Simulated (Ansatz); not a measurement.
# From HSE06 to G0W0: Sr2SiS4 (P2_1/m), part 2 of 2

Aim: the quasiparticle gap of Sr2SiS4 (P2_1/m), starting from HSE06.

Ansatz 0.2.0; HSE06, then G0W0 on it, plane waves, PAW. Known limits of the many-body steps: finite bands, screening cutoff and k mesh; no spin-orbit coupling in G0W0.

So far. Step 2 (HSE06 levels on the mesh and at listed points): Over mesh and listed points the gap is 3.967 eV, from k = Γ to k = (-0.500, 0.000, 0.000). The least direct gap found is 4.171 eV, at k = (-0.500, 0.000, 0.000).

In doubt: masses and optical values from hybrid runs of this build are listed as unsure (step 3), which bears on the screening that GW takes from such a start.

## 3. G0W0 on the 2×2×2 mesh

G0W0 replaces the xc potential by a self-energy built once from the orbitals of the start. Levels are corrected in the window of bands that the input names, at points of the mesh.

This step: G0W0 on HSE06, plane waves, PAW.

Contents of input.yaml:

```yaml
crystal:
  lattice:
    - [6.6087392105, 0.0, 0.0]
    - [0.0, 6.65954238, 0.0]
    - [-2.5827482587, 0.0, 7.848229828]
  atoms:
    - { symbol: Sr, position: [0.2836712, 0.75, 0.95180912] }
    - { symbol: Sr, position: [0.7163288, 0.25, 0.04819088] }
    - { symbol: Sr, position: [0.2248299, 0.75, 0.42926377] }
    - { symbol: Sr, position: [0.7751701, 0.25, 0.57073623] }
    - { symbol: Si, position: [0.72130103, 0.75, 0.7968462] }
    - { symbol: Si, position: [0.27869897, 0.25, 0.2031538] }
    - { symbol: S, position: [0.88645343, 0.75, 0.06157594] }
    - { symbol: S, position: [0.11354657, 0.25, 0.93842406] }
    - { symbol: S, position: [0.91690048, 0.75, 0.63566798] }
    - { symbol: S, position: [0.08309952, 0.25, 0.36433202] }
    - { symbol: S, position: [0.51038414, 0.50196672, 0.7372482] }
    - { symbol: S, position: [0.48961586, 0.00196672, 0.2627518] }
    - { symbol: S, position: [0.48961586, 0.49803328, 0.2627518] }
    - { symbol: S, position: [0.51038414, 0.99803328, 0.7372482] }
kpoints:
  mp_grid: { grid: [2, 2, 2] }
hamiltonian:
  xc: hse06
scf:
  occupations: { method: fixed }
gw:
  n_empty_bands: 420
  ecut_chi: 66
  qp_bands: [v4, c4]
  qp_kpoints: band_edges
  screening: { model: contour_deformation }
```

On the command line:

```console
> ansatz run input.yaml --threads 24 --pin off --max-ram 82944MiB --backend cuda --events-out ev --progress --plain --runs-dir out --devices 1 --max-vram 78GiB
```

Numbers of over 12 decimals in the logs are rounded to 6 here.

The program printed:

```text
GPUs: using 1 of 1 available (devices: 1).
[...]
Crystal: 14 atoms, lattice volume = 345.410 Å³
Basis set: ecut = 420 eV, 6751 PW (Γ)
Bands: 62, of which v1, the nominal top of the filled ones, is band 48 counted from 1 (47 counted from 0)
Symmetry: 4 space group operations
[...]
k-points: 8
[...]
SCF iter   1: F=—  HF=-22687.068896 eV  |F-HF|=—  |Δ(HF+E_count)|=         —  Δρ=1.24e-3  dr2=4.99e-3  ethr=1.77e-3  ⟨swp⟩=12.6  Hψ=2755  notcnv=0
[...]
SCF iter   3: F=-22687.071058 eV  HF=-22687.070793 eV  |F-HF|=2.64e-4  |Δ(HF+E_count)|=   5.66e-4  Δρ=3.10e-4  dr2=3.70e-4  ethr=1.26e-6  ⟨swp⟩=5.2  Hψ=1505  notcnv=0  defer=1
SCF 1 stopped early in 3 iterations: F = -22687.071058 eV  dr2 = 3.70e-4
[...]
Frozen-core exchange: fock
[...]
hybrid outer 1: dexx = +2.715e-2 eV, tail = 2.11e-5 eV
[...]
SCF 3 converged in 3 iterations: F = -22703.892874 eV  dr2 = 5.11e-8
[...]
0    52      9.9642    -6.4093    -3.6076   -10.5953  0.8292    10.5455    10.5426  root
     1    45      4.2298   -17.4535     2.1985   -14.9687  0.7990     3.9428     3.9436  root
     1    46      4.3966   -17.5271     2.2056   -15.0490  0.7989     4.1233     4.1241  root
     1    47      4.5942   -18.2317     2.1968   -15.8080  0.8017     4.3668     4.3673  root
     1    48      4.7647   -18.3241     2.1910   -15.9194  0.8005     4.5506     4.5510  root
     1    49      9.5336    -6.7062    -3.5639   -10.8902  0.8298    10.1569    10.1537  root
     1    50      9.7944    -6.4371    -3.6669   -10.7203  0.8292    10.4140    10.4107  root
     1    51      9.8286    -7.3556    -3.6256   -11.6793  0.8259    10.5309    10.5267  root
     1    52      9.9958    -6.9678    -3.7079   -11.3583  0.8259    10.6824    10.6783  root
     2    45      4.0197   -17.9270     2.2387   -15.4314  0.7987     3.7623     3.7629  root
     2    46      4.0197   -17.9270     2.2387   -15.4314  0.7987     3.7623     3.7629  root
     2    47      4.4657   -17.7342     2.2202   -15.2452  0.7978     4.1961     4.1968  root
     2    48      4.4657   -17.7342     2.2202   -15.2452  0.7978     4.1961     4.1968  root
     2    49      9.7450    -6.7702    -3.6063   -10.9776  0.8271    10.3493    10.3461  root
     2    50      9.7450    -6.7702    -3.6063   -10.9776  0.8271    10.3493    10.3461  root
     2    51     10.1976    -5.6272    -3.7105    -9.8757  0.8318    10.7382    10.7356  root
     2    52     10.1976    -5.6272    -3.7105    -9.8757  0.8318    10.7382    10.7356  root
     3    45      4.2677   -17.8066     2.2239   -15.3251  0.7973     4.0095     4.0101  root
     3    46      4.2677   -17.8066     2.2239   -15.3251  0.7973     4.0095     4.0101  root
     3    47      4.3870   -17.5428     2.2011   -15.0715  0.7973     4.1160     4.1168  root
     3    48      4.3870   -17.5428     2.2011   -15.0715  0.7973     4.1160     4.1168  root
     3    49      9.8447    -7.0692    -3.6434   -11.3908  0.8262    10.5270    10.5230  root
     3    50      9.8447    -7.0692    -3.6434   -11.3908  0.8262    10.5270    10.5230  root
     3    51     10.1257    -6.3245    -3.7164   -10.6457  0.8283    10.7338    10.7305  root
     3    52     10.1257    -6.3245    -3.7164   -10.6457  0.8283    10.7338    10.7305  root
     4    45      4.4127   -17.7443     2.2133   -15.2712  0.7970     4.1522     4.1529  root
     4    46      4.4130   -17.7244     2.2083   -15.2542  0.7990     4.1503     4.1510  root
     4    47      4.6326   -17.9645     2.1998   -15.5248  0.7990     4.3923     4.3928  root
     4    48      4.6729   -18.3033     2.1951   -15.8835  0.8028     4.4476     4.4481  root
     4    49      8.8442    -5.6135    -3.5182    -9.6503  0.8355     9.3649     9.3628  root
     4    50      9.3197    -6.9098    -3.4625   -10.9305  0.8291     9.8805     9.8779  root
     4    51      9.5398    -6.1814    -3.5985   -10.3203  0.8307    10.0827    10.0802  root
     4    52      9.8426    -6.7196    -3.6612   -11.0186  0.8282    10.4838    10.4803  root
     5    45      4.3431   -17.8773     2.2220   -15.4015  0.7983     4.0888     4.0894  root
     5    46      4.4826   -18.0457     2.2003   -15.6064  0.8018     4.2430     4.2435  root
     5    47      4.6010   -18.1531     2.1875   -15.7354  0.8024     4.3703     4.3707  root
     5    48      4.8302   -17.9479     2.1686   -15.5448  0.7987     4.5953     4.5958  root
     5    49      9.5100    -6.9661    -3.5994   -11.2083  0.8286    10.1562    10.1527  root
     5    50      9.5385    -6.1240    -3.6159   -10.3025  0.8312    10.1038    10.1011  root
     5    51      9.8118    -5.6835    -3.5539    -9.7443  0.8319    10.3209    10.3187  root
[...]
6    49      9.1902    -5.4953    -3.5025    -9.4763  0.8342     9.6707     9.6688  root
     6    50      9.1902    -5.4953    -3.5025    -9.4763  0.8342     9.6707     9.6688  root
     6    51      9.9721    -6.9156    -3.6355   -11.2009  0.8271    10.6256    10.6219  root
     6    52      9.9721    -6.9156    -3.6355   -11.2009  0.8271    10.6256    10.6219  root
     7    45      4.1331   -17.5894     2.2265   -15.0880  0.7980     3.8574     3.8581  root
     7    46      4.1331   -17.5894     2.2265   -15.0880  0.7980     3.8574     3.8581  root
     7    47      4.2415   -17.4680     2.2423   -14.9359  0.7967     3.9509     3.9517  root
     7    48      4.2415   -17.4680     2.2423   -14.9359  0.7967     3.9509     3.9517  root
     7    49     10.1882    -6.3881    -3.6666   -10.6579  0.8277    10.7947    10.7914  root
     7    50     10.1882    -6.3881    -3.6666   -10.6579  0.8277    10.7947    10.7914  root
     7    51     10.2957    -6.0435    -3.6916   -10.3237  0.8277    10.8876    10.8844  root
     7    52     10.2957    -6.0435    -3.6916   -10.3237  0.8277    10.8876    10.8844  root
```

Elapsed: 24 s, on 1 × NVIDIA GB200 (shared by 2 runs) with 24 threads of Arm Neoverse V2, shared host; peak memory 2.2 GiB; 77 s of CPU time.

Numbers from this step:

* bands summed: 468
* RPA ε∞ on this mesh (eigenvalues): 3.722, 3.746, 3.990
* plane waves in the screening matrix: 431
* q-points in the mesh: 8
* G0W0 gap over the corrected points: 4.705 eV
* k of the valence top: 0, 0, 0
* k of the conduction bottom: -0.5, 0, 0
* starting gap on the mesh: 3.967 eV
* Z at the valence top: 0.7990
* Z at the conduction bottom: 0.8355
* least direct G0W0 gap over the corrected points: 4.915 eV

Over all 8 irreducible mesh points the G0W0 gap is 4.705 eV, from k = Γ to k = (-0.500, 0.000, 0.000). The HSE06 gap of this run on the mesh is 3.967 eV. The two states that bound the G0W0 gap lie that far apart at the start, so the correction of the gap is 4.705 − 3.967 = +0.738 eV.

Labels follow the order of the start: v1 is the top filled band, c1 the lowest empty one; levels that stay degenerate share a row, the window can cut a multiplet, doubted levels are not marked in this list, bands outside the window were not corrected, and the list may be a part of the corrected levels. The levels before and after the correction (eV, zero at the valence-band top of each column):

```
       conduction bottom  valence top
HSE06               3.97         0.00
 G0W0               4.70         0.00
```

```
               level  occupation  energy (eV)
HSE06           Γ v3           2       -0.353
HSE06           Γ v2           2       -0.242
HSE06           Γ v1           2        0.000
HSE06           Γ c1           0        4.444
HSE06           Γ c2           0        4.703
HSE06           Γ c3           0        4.829
HSE06  (-0.5 0 0) v3           2       -0.464
HSE06  (-0.5 0 0) v2           2       -0.245
HSE06  (-0.5 0 0) v1           2       -0.204
HSE06  (-0.5 0 0) c1           0        3.967
HSE06  (-0.5 0 0) c2           0        4.442
HSE06  (-0.5 0 0) c3           0        4.663
 G0W0           Γ v3           2       -0.366
 G0W0           Γ v2           2       -0.255
 G0W0           Γ v1           2        0.000
 G0W0           Γ c1           0        5.141
 G0W0           Γ c2           0        5.481
 G0W0           Γ c3           0        5.703
 G0W0  (-0.5 0 0) v3           2       -0.507
 G0W0  (-0.5 0 0) v2           2       -0.265
 G0W0  (-0.5 0 0) v1           2       -0.210
 G0W0  (-0.5 0 0) c1           0        4.705
 G0W0  (-0.5 0 0) c2           0        5.220
 G0W0  (-0.5 0 0) c3           0        5.422
```

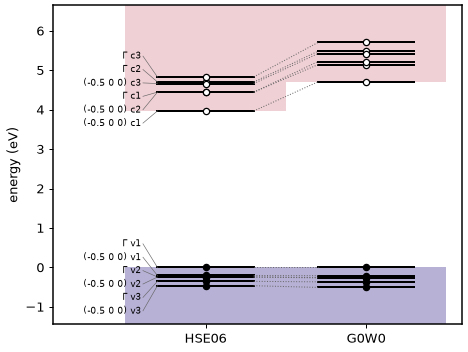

Levels before and after the correction. Shaded: valence and conduction bands. Filled marks are occupied levels, open marks empty ones.

The parts of the quasiparticle energy for the two states that bound the G0W0 gap, in eV on the run's own scale (QP = start + Σx + Σc − Vxc, with Σc at the quasiparticle energy):

```
             edge                       k  band  start       Σx      Σc      Vxc      Z     QP
      valence top                       Γ    48  4.877  −18.128   2.163  −15.746  0.799  4.658
conduction bottom  (-0.500, 0.000, 0.000)    49  8.844   −5.614  −3.518   −9.650  0.836  9.363
```

For a hybrid start, Vxc holds its share of exact exchange.

## 4. The runs together

Each gap is the least one over the points named; times are wall times on shared hosts, not benchmarks. A G0W0 time includes the run's own self-consistent start. Runs with listed points see these and the mesh alone, so an edge that moves elsewhere is missed.

```
     level   mesh       files, cutoff  bands summed, screening                         points  gap (eV)  valence top       conduction bottom  least direct gap (eV)   time
     HSE06  2×2×2  soft_2 PAW, 420 eV                        -         mesh and listed points     3.967            Γ  (-0.500, 0.000, 0.000)                  4.171  7.2 s
G0W0@HSE06  2×2×2  soft_2 PAW, 420 eV               468, 66 eV  all 8 irreducible mesh points     4.705            Γ  (-0.500, 0.000, 0.000)                  4.915   24 s
```

## 5. Summary of results

| Property | Result |
| --- | --- |
| HSE06 gap over mesh and listed points | 3.967 eV, from k = Γ to k = (-0.500, 0.000, 0.000) |
| G0W0@HSE06 gap over all 8 irreducible mesh points | 4.705 eV, from k = Γ to k = (-0.500, 0.000, 0.000) |
| GW settings | 2×2×2 mesh, 420 empty bands, screening to 66 eV |
| known limits | finite bands, screening cutoff and k mesh; no spin-orbit coupling in G0W0 |

In words: Over all 8 irreducible mesh points the G0W0 gap is 4.705 eV, from k = Γ to k = (-0.500, 0.000, 0.000). The HSE06 gap of this run on the mesh is 3.967 eV. The two states that bound the G0W0 gap lie that far apart at the start, so the correction of the gap is 4.705 − 3.967 = +0.738 eV. The valence state moves by 4.658 − 4.877 = −0.219 eV and the conduction state by 9.363 − 8.844 = +0.519 eV, on the run's own scale; how far single levels stand from their limit in bands is not shown. Both edges that HSE06 shows over mesh and listed points lie at k points where levels were corrected. Levels at other points were not corrected, so a lower G0W0 gap elsewhere in the zone is not ruled out. No second run with other bands and screening cutoff is shown, so the distance to the basis limit is not known. On another start, G0W0@r2SCAN runs of this series (2×2×2 mesh, soft_2 PAW; not shown as steps) give 4.494 eV with 196 bands and 33 eV, 4.533 eV with 468 bands and 66 eV and 4.655 eV with 952 bands and 110 eV. G0W0 on other starts in this series, not shown as steps and not all at these settings: 4.533 eV on r2SCAN (2×2×2, soft_2 PAW, 468 bands, 66 eV) and 4.183 eV on LDA (2×2×2, soft_2 PAW, 468 bands, 66 eV). Two runs of this series at another level, not shown as steps, test spin-orbit coupling. r2SCAN+SOC against r2SCAN: 3.403 − 3.405 = −0.002 eV, with the same mesh, set of files (read in its fully relativistic form for the spin-orbit run) and cutoff, and both edges at the same k points. The spin-orbit run sees mesh and listed points alone, so its gap is an upper bound: the coupling can move an edge off these points, and the change over the zone, its sign included where it is small, is not known. What spin-orbit coupling does to the G0W0 levels was not computed, so no sum with the G0W0 gap is formed. The G0W0 runs are scalar-relativistic. No pair of G0W0 runs that differ in the mesh alone is shown (2×2×2 is a supercell whose nearest images lie 13 Å apart), so the error from the mesh is not known here. G0W0 is shown with one set of atomic data (soft_2 PAW), so the error from the files is not known here.

[Paths, hosts, dates, memory and timing lines, banners, echoed tables and standing remarks are left out of the program output.]

[Logs are printed without paths, hosts, clocks, repeated set-up lines and the standing remarks that a program may print on its own settings, such as how far it seeks lower states.]

[Runs of the session that timed out or met a known fault of the program may be left out.]

[Cells called generated may have been cut or substituted from an entry of the Crystallography Open Database or the Materials Project.]

[Hosts, paths, dates, database ids (printed as entryN), source tags and the programs' standing remarks are cut or masked in the printed files.]

[Where an RPA ε∞ is given, it is that of the G0W0 mesh and is not shown converged in it. Names of k-points follow the symmetry that the program found, which can be lower than the space group named. Band edges on a path are those of the sampled points; other points can move an edge, and change direct to indirect where valleys lie close.]

[Hybrid gaps are those of their k-mesh and are not shown converged in it.]
